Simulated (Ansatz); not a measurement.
Structure data:

```xyz
9
Lattice="4.7205 0.0000 0.0000 -2.3602 4.0881 0.0000 0.0000 0.0000 5.5394" Properties=species:S:1:pos:R:3 pbc="T T T"
Si    3.5404    2.0440    1.8465
Si    1.1801    2.0440    3.6930
Si    2.3602    0.0000    0.0000
O     0.9868    3.2951    4.6162
O     2.3602    2.5022    2.7697
O     3.3471    0.7929    0.9232
O     1.3734    0.7929    4.6162
O     0.0000    1.5859    2.7697
O    -0.9868    3.2951    0.9232
```

**What crystal do these data define?**

The stoichiometry is SiO₂. Space group: P6_422 (No. 181). Lattice: primitive hexagonal. There are 9 atoms in the cell: 3 Si, 6 O. About every Si there are four O in a distorted tetrahedral arrangement at 1.57 Å. O is coordinated by two Si in a bent arrangement at 1.57 Å. The bonds build a three-dimensional framework.

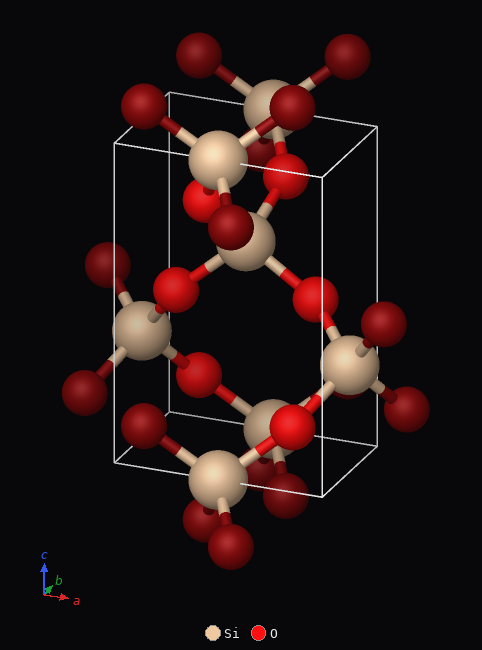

Ball-and-stick drawing of the structure, looking slightly off an axis. The frame is the conventional unit cell; atoms at its boundary are shown with their periodic copies. The bonded neighbours beyond the faces are included, in fainter colours.

It derives from a structure listed in the Materials Project. It was relaxed at fixed volume with DFT LDA, scalar-relativistic, plane waves, PAW in Ansatz.

At this level of theory the run's own cell isn't at rest (compressed, at 19 GPa), so its distances can differ from those at equilibrium, the more so the softer the solid.
